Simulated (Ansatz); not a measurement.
**What a change does: single-point calculation on C**

System: C (slab, 4 atoms in the cell).
Method of the first run: DFT PBE+D3(BJ), scalar-relativistic, plane waves, PAW, PAW set soft_1, no spin polarisation (Ansatz 0.2.0).

The structure derives from an entry of the Crystallography Open Database. Text and figures count atoms from 1; the logs count them from 0 in places.

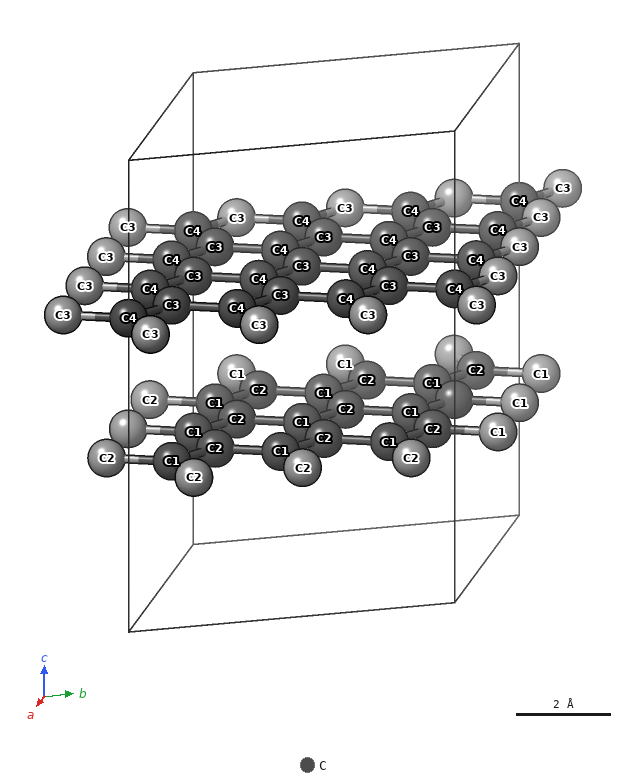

Figure 1. The structure (ball-and-stick view of the 3 × 3 repeat of the cell, with the vacuum cut short, seen slightly off an axis; neighbours outside the cell are drawn fainter; atoms are numbered from 1 in the order of the input). An atom can appear more than once, as a periodic image.

**Input file, the first run**
```yaml
crystal:
  lattice:
    - [2.4656524409, 0.0, 0.0]
    - [-1.2328262205, 2.1353176508, 0.0]
    - [0.0, 0.0, 17.5000663883]
  atoms:
    - { symbol: C, position: [0.6666666667, 0.3333333333, 0.2571437784] }
    - { symbol: C, position: [0.3333333333, 0.6666666667, 0.2571418816] }
    - { symbol: C, position: [0.6666666667, 0.3333333333, 0.4548592109] }
    - { symbol: C, position: [1.0, 0.0, 0.4548573141] }
basis:
  ecutwfc: 420
kpoints:
  mp_grid: { grid: [15, 15, 1] }
hamiltonian:
  xc: pbe
  pseudopotentials: { kind: paw, azcp: { folder: soft_1 } }
  dispersion: d3bj
scf:
  occupations: { method: gaussian, width: 0.1 }
output:
  forces: true
  eigenvalues: true
efield:
  axis: 3
  dipole_correction: true
  ramp_width: 0.04
```

Command:
```bash
ansatz run input.yaml --threads 1 --pin off --max-ram 3072MiB --backend cpu --events-out ev --progress --plain --runs-dir out
```

Hardware: 1 thread of Arm Neoverse V1, 24 GiB of memory available, shared host.

**Output, shortened to warnings, some set-up lines, iterations and results (the first run)**
```
Basis set: ecut = 420 eV, 1745 PW (Γ), exchange–correlation on 36×36×240 points (8 copies of the dense FFT grid, shifted against one another)
Symmetry: 6 space group operations
k-points: 27 of 225 (time reversal used)
Initial density: superposition of atomic densities (neutral atoms: chi_scale 0, normalization atom)
[...]
SCF iter   1: F=—  HF=-1006.460080 eV  |F-HF|=—  |Δ(HF+E_count)|=         —  Δρ=7.90e-2  dr2=5.16e0  ethr=3.10e-3  p=-0.000 e·Å  D=-2.24e-7 V/Å  ΔV_dip=0.00 eV  …
SCF iter   2: F=—  HF=-1004.556682 eV  |F-HF|=—  |Δ(HF+E_count)|=    1.90e0  Δρ=2.86e-2  dr2=7.93e-1  ethr=3.10e-3  p=-0.003 e·Å  D=-5.31e-3 V/Å  ΔV_dip=0.09 eV  …
SCF iter   3: F=—  HF=-1004.234670 eV  |F-HF|=—  |Δ(HF+E_count)|=   3.22e-1  Δρ=7.49e-3  dr2=5.10e-2  ethr=3.10e-3  p=0.001 e·Å  D=2.53e-3 V/Å  ΔV_dip=-0.04 eV  …
SCF iter   4: F=—  HF=-1004.220485 eV  |F-HF|=—  |Δ(HF+E_count)|=   1.42e-2  Δρ=1.95e-3  dr2=2.33e-3  ethr=3.19e-4  p=-0.000 e·Å  D=-3.83e-4 V/Å  ΔV_dip=0.01 eV  …
SCF iter   5: F=—  HF=-1004.220225 eV  |F-HF|=—  |Δ(HF+E_count)|=   2.60e-4  Δρ=2.82e-4  dr2=9.60e-5  ethr=1.46e-5  p=-0.000 e·Å  D=-1.76e-4 V/Å  ΔV_dip=0.00 eV  …
SCF iter   6: F=—  HF=-1004.220222 eV  |F-HF|=—  |Δ(HF+E_count)|=   2.32e-6  Δρ=7.39e-5  dr2=4.25e-6  ethr=6.00e-7  p=-0.000 e·Å  D=-3.94e-5 V/Å  ΔV_dip=0.00 eV  …
SCF iter   7: F=—  HF=-1004.220225 eV  |F-HF|=—  |Δ(HF+E_count)|=   2.38e-6  Δρ=1.91e-5  dr2=1.84e-7  ethr=2.66e-8  p=0.000 e·Å  D=3.12e-5 V/Å  ΔV_dip=-0.00 eV  …
SCF iter   8: F=—  HF=-1004.220225 eV  |F-HF|=—  |Δ(HF+E_count)|=   5.47e-7  Δρ=1.03e-5  dr2=1.22e-7  ethr=6.25e-10  p=-0.000 e·Å  D=-3.81e-5 V/Å  ΔV_dip=0.00 eV  …
SCF iter   9: F=-1004.220225 eV  HF=-1004.220225 eV  |F-HF|=8.03e-9  |Δ(HF+E_count)|=   3.62e-9  Δρ=8.84e-7  dr2=6.08e-10  ethr=6.25e-10  p=-0.000 e·Å  D=-2.91e-6 V/Å  …
SCF 1 converged in 9 iterations: F = -1004.220225 eV  dr2 = 6.08e-10
SCF converged after 9 iterations
Free energy (F): -1004.220225 eV
Harris-Foulkes:  -1004.220225 eV  (|F-HF|=8.03e-9)
Internal energy: -1004.219222 eV  (E = F + TS)
E sigma→0 (E₀):  -1004.219724 eV
Entropy (-TS):   -0.001003 eV (-0.251 meV/atom)
Fermi energy:    0.057334 eV
Dipole field:    D = 0.000013 V/Å  (p = 0.000007 e·Å, saw-weighted, corrected)
Work function:   Φ+ = 4.2697 eV   Φ− = 4.2700 eV
Levels:          The Fermi level and band energies are counted from a zero that moves with the ramp; work functions are not
--- Per-component energies (eV) ---
  E_band       = -145.315735
  E_kinetic    = 353.947827
  E_local      = -5970.002140  (includes V_loc(G=0)·N_el)
  E_nonlocal   = 93.739274
  E_hartree    = 2819.795371
  E_xc         = -187.782252
  E_vxc        = -231.232919  (∫ρ·V_xc dr)
  E_paw        = -400.388108  (= ΣΔE_a)
  E_vpaw       = -31.358094  (= ΣTr[D̂ρ^β])
  E_aug_tail   = 0.000065  (compensation charges beyond the density's cutoff)
  E_efield     = 0.000000  (sawtooth field / dipole correction)
  E_vefield    = 0.000000  (∫n·V_field dr)
  E_ewald      = 2286.940268
  E_disp       = -0.469526  (pairwise vdW)
  E_smearing   = -0.001003  (= −TS)
  E_closure    = -0.000000  (closes the sum)
  Σ components = -1004.220225   (vs F -1004.220225, Δ=0.00e0)
--- Forces (eV/Å), atoms counted from 1 ---
  atom   1  C      0.00000000     0.00000000     0.01606575
  atom   2  C      0.00000000    -0.00000000     0.00115573
  atom   3  C     -0.00000000    -0.00000000    -0.01719565
  atom   4  C     -0.00000000     0.00000000    -0.00005874
  max |Σ_I F_I| component: 3.29e-5 eV/Å
```

For the second run the input was changed thus:
```diff
-    - { symbol: C, position: [0.6666666667, 0.3333333333, 0.4548592109] }
-    - { symbol: C, position: [1.0, 0.0, 0.4548573141] }
+    - { symbol: C, position: [0.8333333333, 0.6666666667, 0.4548592109] }
+    - { symbol: C, position: [1.1666666667, 0.3333333333, 0.4548573141] }
```

What does this change do to the results?

With the same functional and potentials, the second run lies 0.34 meV per atom higher. A gap of 0.19 eV opens on the mesh, where the first run has none. The number of SCF iterations is the same. The irreducible k-points go from 27 to 64. On the same kind of shared host the second run took about 2.6 times as long.

**Output, shortened to warnings, some set-up lines, iterations and results (the second run)**
```
Warning: the atoms were moved onto the symmetric positions of the space group found under crystal.symmetry.tolerance 1.0e-5 (fractional; no operation is sought that the atoms, as they stand in a round, miss by more than twice it, and no atom is moved by as much as it), and the run uses the moved positions. Before a round's move an operation carried an atom to 3.32e-5 Å from where it should land, …
Basis set: ecut = 420 eV, 1745 PW (Γ), exchange–correlation on 36×36×240 points (8 copies of the dense FFT grid, shifted against one another)
Symmetry: 4 space group operations
k-points: 64 of 225
Initial density: superposition of atomic densities (neutral atoms: chi_scale 0, normalization atom)
[...]
SCF iter   1: F=—  HF=-1006.459256 eV  |F-HF|=—  |Δ(HF+E_count)|=         —  Δρ=7.90e-2  dr2=5.16e0  ethr=3.10e-3  p=-0.000 e·Å  D=-2.24e-7 V/Å  ΔV_dip=0.00 eV  …
SCF iter   2: F=—  HF=-1004.645756 eV  |F-HF|=—  |Δ(HF+E_count)|=    1.81e0  Δρ=2.95e-2  dr2=9.32e-1  ethr=3.10e-3  p=-0.001 e·Å  D=-2.66e-3 V/Å  ΔV_dip=0.05 eV  …
SCF iter   3: F=—  HF=-1004.224911 eV  |F-HF|=—  |Δ(HF+E_count)|=   4.21e-1  Δρ=2.42e-3  dr2=1.86e-2  ethr=3.10e-3  p=0.001 e·Å  D=2.83e-3 V/Å  ΔV_dip=-0.05 eV  …
SCF iter   4: F=—  HF=-1004.222912 eV  |F-HF|=—  |Δ(HF+E_count)|=   2.00e-3  Δρ=1.82e-3  dr2=1.42e-2  ethr=1.16e-4  p=-0.001 e·Å  D=-2.32e-3 V/Å  ΔV_dip=0.04 eV  …
SCF iter   5: F=—  HF=-1004.219393 eV  |F-HF|=—  |Δ(HF+E_count)|=   3.52e-3  Δρ=7.08e-4  dr2=2.20e-3  ethr=8.87e-5  p=-0.000 e·Å  D=-9.41e-4 V/Å  ΔV_dip=0.02 eV  …
SCF iter   6: F=—  HF=-1004.218885 eV  |F-HF|=—  |Δ(HF+E_count)|=   5.08e-4  Δρ=9.39e-5  dr2=3.95e-5  ethr=1.37e-5  p=-0.000 e·Å  D=-1.15e-4 V/Å  ΔV_dip=0.00 eV  …
SCF iter   7: F=—  HF=-1004.218880 eV  |F-HF|=—  |Δ(HF+E_count)|=   5.48e-6  Δρ=2.30e-5  dr2=3.62e-7  ethr=2.47e-7  p=-0.000 e·Å  D=-3.01e-5 V/Å  ΔV_dip=0.00 eV  …
SCF iter   8: F=—  HF=-1004.218880 eV  |F-HF|=—  |Δ(HF+E_count)|=   7.96e-8  Δρ=6.99e-6  dr2=1.13e-7  ethr=6.25e-10  p=0.000 e·Å  D=5.98e-5 V/Å  ΔV_dip=-0.00 eV  …
SCF iter   9: F=-1004.218880 eV  HF=-1004.218880 eV  |F-HF|=1.32e-8  |Δ(HF+E_count)|=   2.87e-8  Δρ=3.04e-6  dr2=1.41e-8  ethr=6.25e-10  p=-0.000 e·Å  D=-1.47e-5 V/Å  …
SCF 1 converged in 9 iterations: F = -1004.218880 eV  dr2 = 1.41e-8
SCF converged after 9 iterations
Free energy (F): -1004.218880 eV
Harris-Foulkes:  -1004.218880 eV  (|F-HF|=1.32e-8)
Internal energy: -1004.218461 eV  (E = F + TS)
E sigma→0 (E₀):  -1004.218671 eV
Entropy (-TS):   -0.000419 eV (-0.105 meV/atom)
Fermi energy:    0.055633 eV
Dipole field:    D = 0.000104 V/Å  (p = 0.000053 e·Å, saw-weighted, corrected)
Work function:   Φ+ = 4.2712 eV   Φ− = 4.2731 eV
Levels:          The Fermi level and band energies are counted from a zero that moves with the ramp; work functions are not
--- Per-component energies (eV) ---
  E_band       = -145.319113
  E_kinetic    = 353.955294
  E_local      = -5970.009553  (includes V_loc(G=0)·N_el)
  E_nonlocal   = 93.739787
  E_hartree    = 2819.794539
  E_xc         = -187.784294
  E_vxc        = -231.235530  (∫ρ·V_xc dr)
  E_paw        = -400.388557  (= ΣΔE_a)
  E_vpaw       = -31.358603  (= ΣTr[D̂ρ^β])
  E_aug_tail   = 0.000065  (compensation charges beyond the density's cutoff)
  E_efield     = 0.000000  (sawtooth field / dipole correction)
  E_vefield    = 0.000000  (∫n·V_field dr)
  E_ewald      = 2286.943770
  E_disp       = -0.469512  (pairwise vdW)
  E_smearing   = -0.000419  (= −TS)
  E_closure    = -0.000000  (closes the sum)
  Σ components = -1004.218880   (vs F -1004.218880, Δ=0.00e0)
--- Forces (eV/Å), atoms counted from 1 ---
  atom   1  C     -0.00000000     0.00195241     0.00609392
  atom   2  C      0.00000000    -0.00195241     0.00609392
  atom   3  C      0.00000000    -0.00201061    -0.00615303
  atom   4  C     -0.00000000     0.00201061    -0.00615303
  max |Σ_I F_I| component: 1.18e-4 eV/Å
```

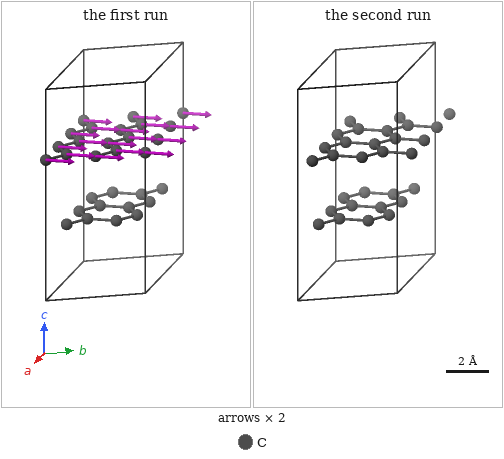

Figure 2. The two input geometries at one scale (ball-and-stick view of the 3 × 2 repeat of the cell, with the vacuum cut short, seen slightly off an axis). The pink arrows on the first give the shifts of the atoms relative to the cell, magnified 2 times. The largest moves, 0.71 Å, are those of C atoms. The cell doesn't change.

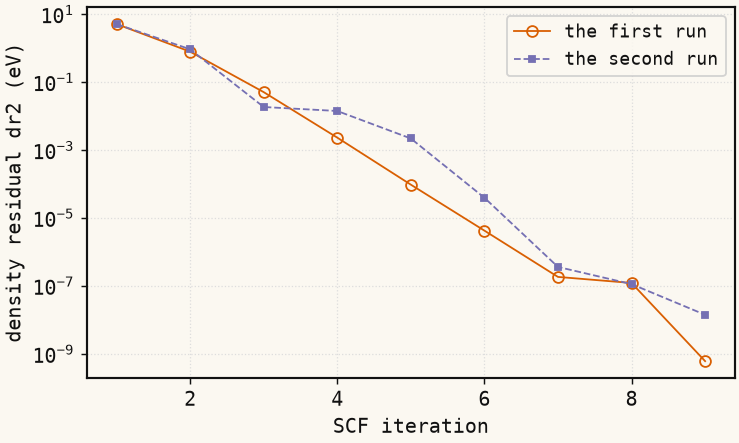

Figure 3. Convergence of the two runs: density residual dr2 against the SCF iteration. The first run takes 9 iterations in all, and the second run takes 9.

**The two runs side by side**

| quantity | the first run | the second run |
| --- | --- | --- |
| outcome | converged | converged |
| free energy per atom (eV) | −251.0551 | −251.0547 |
| gap on the mesh (eV) | 0.00 | 0.19 |
| work function (eV) | 4.27 | 4.27 |
| largest force (eV/Å) | 0.017 | 0.006 |
| SCF iterations | 9 | 9 |
| irreducible k-points | 27 | 64 |
| plane waves at Γ | 1745 | 1745 |
| wall time (shared host) | 4.1 s | 10 s |

For the second run: Warnings: the structure was made exactly symmetric.
